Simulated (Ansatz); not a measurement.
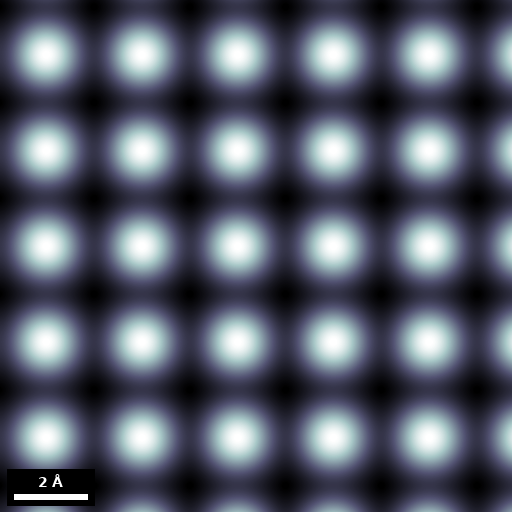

Dark-field STEM-like image of a crystal. The image is simulated as a sum over atoms of Z^1.6, blurred by a 1.30 Å probe (no channelling). The probe carries 25 % of its weight in a tail 2.5 times as wide. The display is stretched by a gamma of 0.65; percentages refer to the linear signal.

> Measure the repeat of the pattern.

The pattern repeats on a square net with a repeat of 2.6 Å.

> What is the plane group of the image?

p4mm: fourfold points with mirror lines through them along the axes and the diagonals.

> How many columns does the smallest repeating cell hold, and how many levels of brightness?

1 column in the primitive cell of 6.9 Å², all of one brightness.

The crystal is Mo (Pm-3m, No. 221) seen along [001]. Structure used: the geometry given to an electronic-structure calculation, possibly off equilibrium; the starting structure was generated, so it need not be a known form of this composition.
